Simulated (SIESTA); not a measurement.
## A series of single points on Ni

System: Ni (Im-3m, 1 atom in the cell).
Method: Kohn-Sham DFT of a periodic cell, PBEsol, PseudoDojo 0.4 standard, converted to PSML, spin-polarised (SIESTA 5.4.2).

The 7 runs differ only in the geometry, by an even scaling of the cell at fixed fractional positions. The structure derives from a Materials Project entry.

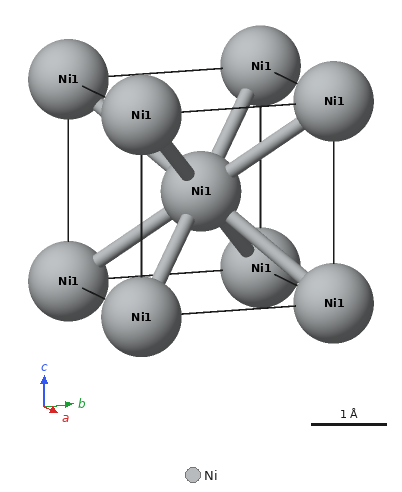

Figure 1. The structure of run 4 (ball-and-stick view of the cell 2 times as large as that of the calculation, set on its symmetry axes, seen slightly off an axis; atoms are numbered from 1 in the order of the input). An atom can appear more than once, as a periodic image.

## Input of run 4
```
SystemName                      Ni
SystemLabel                     Ni
NumberOfSpecies                 1
NumberOfAtoms                   1
%block ChemicalSpeciesLabel
  1  28 Ni
%endblock ChemicalSpeciesLabel

LatticeConstant                 1.0 Ang
%block LatticeVectors
    -1.3837154700     1.3837154700     1.3837154700
     1.3837154700    -1.3837154700     1.3837154700
     1.3837154700     1.3837154700    -1.3837154700
%endblock LatticeVectors
AtomicCoordinatesFormat         Fractional
%block AtomicCoordinatesAndAtomicSpecies
     0.0000000000     0.0000000000     0.0000000000  1  Ni
%endblock AtomicCoordinatesAndAtomicSpecies

%block kgrid.MonkhorstPack
   13   0   0  0.0
    0  13   0  0.0
    0   0  13  0.0
%endblock kgrid.MonkhorstPack
XC.Functional                   GGA
XC.Authors                      PBEsol
PAO.BasisSize                   DZP
PAO.EnergyShift                 0.003 Ry
Mesh.Cutoff                     800 Ry
Spin                            polarized
%block DM.InitSpin
    1   1.000
%endblock DM.InitSpin
OccupationFunction              FD
ElectronicTemperature           0.05 eV
MaxSCFIterations                200
SCF.MustConverge                false
SCF.Mixer.Method                Pulay
SCF.Mixer.Weight                0.1
SCF.Mixer.History               10
SCF.DM.Tolerance                5.0e-05
SCF.H.Tolerance                 1.0e-03 eV
WriteForces                     true
Charge.Mulliken                 end
Charge.Hirshfeld                end
Charge.Voronoi                  end
SaveRho                         true
SaveElectrostaticPotential      true
%block PAO.Basis
  Ni 5
  n=3 0 2
    2.437 0.000
  n=4 0 2
    7.067 0.000
  n=3 1 2
    2.721 0.000
  n=4 1 1
    7.067
  n=3 2 2
    4.466 0.000
%endblock PAO.Basis
```

Command:
```bash
siesta < Ni.fdf > Ni.out 2>&1
```

Lattice vectors (Å) and fractional positions of run 4:
```
  -1.383715    1.383715    1.383715
   1.383715   -1.383715    1.383715
   1.383715    1.383715   -1.383715
Ni  0.000000  0.000000  0.000000
```

Run 6 has the same physical settings and fractional positions; its lattice vectors (Å) are:
```
  -1.401924    1.401924    1.401924
   1.401924   -1.401924    1.401924
   1.401924    1.401924   -1.401924
```

## Results, with one run withheld

| run | volume per atom (Å³) | free energy per atom, from the lowest run given (meV) | pressure (GPa) |
| --- | --- | --- | --- |
| 1 | 9.962 | 14.70 | 11.04 |
| 2 | 10.174 | 3.99 | 5.31 |
| 3 | 10.385 | 0.00 | 0.74 |
| 4 | 10.597 | 2.02 | −3.37 |
| 5 | 10.809 | 9.27 | −7.35 |
| 6 | 11.021 | ? | ? |
| 7 | 11.233 | 39.36 | −14.39 |

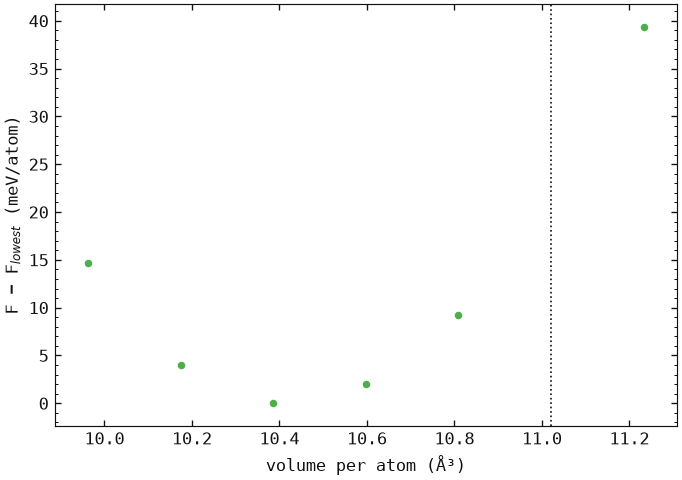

Figure 2. Free energy per atom of the runs given; the dotted line marks run 6.

Estimate the energy of run 6 from the others.

A cubic polynomial in V^(−2/3) (the Birch–Murnaghan form), fitted to the 6 runs given, misses them by at most 0.12 meV per atom. With x = V^(−2/3) − 0.20838 Å⁻², it reads F = 0.4476 − 899.22 x + 3.7105e+05 x² − 9.6868e+05 x³ (meV per atom). At run 6 it gives 21.98 meV per atom, and the run itself gives 21.95. The slope of the fit gives a pressure −dF/dV of −11.37 GPa there, and the run prints −11.63 GPa. The two needn't agree exactly: the fit is approximate, and the printed stress is taken on a finite basis. The fit has its minimum at 10.421 Å³ per atom, where V d²F/dV² gives 221 GPa: the bulk modulus at this level, since symmetry fixes the shape and the positions.

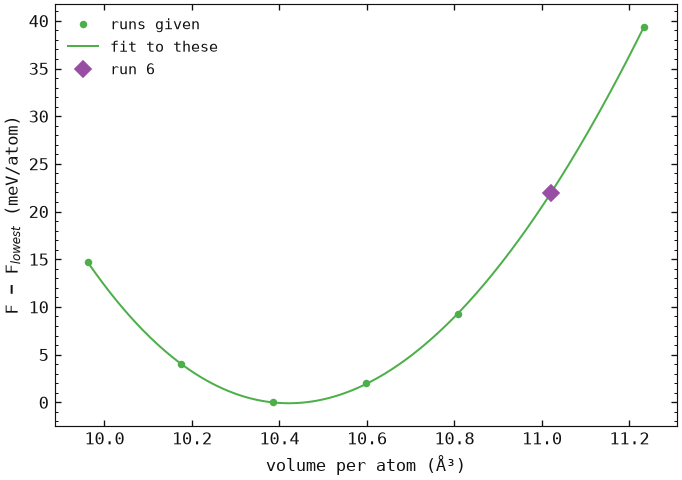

Figure 3. The fit and the withheld run.

## Some lines of the output (run 6)
```
[...]
outcell: Cell volume (Ang**3)        :     11.0213
stepf: Fermi-Dirac step function
siesta: Etot    =     -4560.224577
siesta: FreeEng =     -4560.244133
        iscf     Eharris(eV)        E_KS(eV)     FreeEng(eV)     dDmax    Ef(eV) dHmax(eV)
siesta: E_KS(eV) =            -4561.4962
siesta: E_KS - E_eggbox =     -4561.4962
siesta: Etot    =     -4561.496192
siesta: FreeEng =     -4561.512202
siesta:         Fermi =      -5.289003
siesta: Cell volume =         11.021323 Ang**3
    Orbital volume contribution        =           0.742381 eV
```

Notes: Points of doubt noted for this run: mulliken charges of long orbitals. With a small basis of atomic orbitals these values can differ much from converged plane-wave results.
